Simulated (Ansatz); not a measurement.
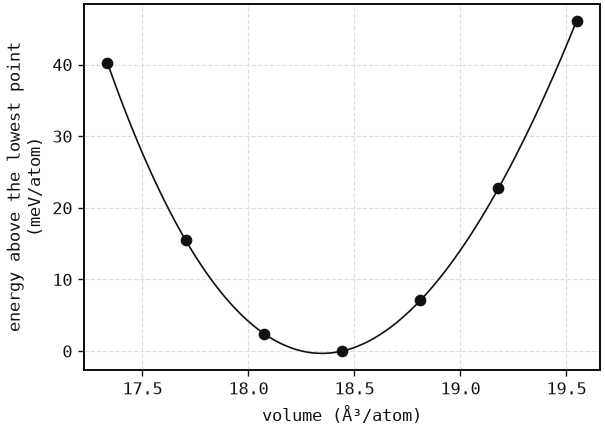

The figure shows the energy above the lowest point against volume for W, space group Pm-3m (No. 221) (one of a set of cubic test structures, which need not be the stable phase).

Method: equation of state of a cubic crystal from periodic Kohn-Sham density functional theory without spin, third-order Birch-Murnaghan fit to the free energies; pressure corrected for the finite basis (Ansatz 0.2.0 development build). Level: PBE.

- structure type: simple cubic
- atoms in cell: 1
- space group number: 221
- lattice centring: simple cubic
- k mesh: 21×21×21
- occupation method: Fermi–Dirac
- occupation width: 0.06123 eV
- wave cutoff: 700 eV
- datasets: hard PAW
- density tolerance: 1e−09 eV
- bands: 18
- density cutoff ratio: 4
- search for lower states: default

How stiff is the solid, and where is its volume at rest?

Answer. A third-order Birch–Murnaghan fit gives V0 = 18.35 Å³/atom, B0 = 211 GPa and B′ = 4.2.

Limits of the calculation: cubic model structure, not the ambient form; modest k-mesh, values are not fully converged in k.
